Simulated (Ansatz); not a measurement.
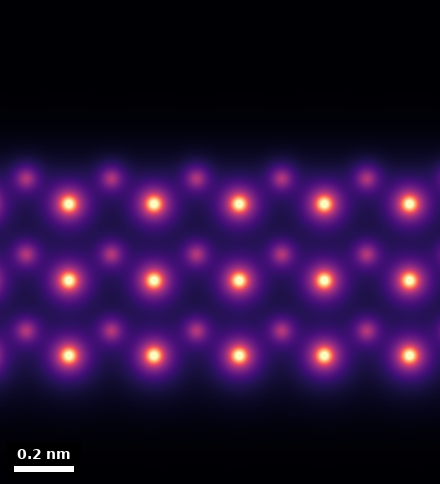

Cross-section of a (100) slab of NbN (P-6m2), seen along a direction in its plane, the normal pointing up. Computed as the sum of neutral-atom potentials (tabulated electron scattering factors, B = 0.3 Å²) projected along the beam and smoothed by 0.25 Å; brighter is more positive. The display is stretched by a gamma of 0.6; percentages refer to the linear signal. Structure: the end point of a relaxation in a fixed cell under constraints with DFT PBEsol, scalar-relativistic, plane waves, PAW in Ansatz 0.2.0.

How many atomic planes does the slab have, and what do they hold from top to bottom?

Answer. 6 planes (atoms within 0.35 Å in height count as one plane):

```csv
plane,content,depth below the top plane (Å)
1,N,0.0
2,Nb,0.8
3,N,2.5
4,Nb,3.4
5,N,5.1
6,Nb,5.9
```

How thick is it, and how does it end on either side?

Answer. The outermost planes are 5.9 Å apart. The upper face ends in N and the lower in Nb, so the sequence of planes is different from the two sides.
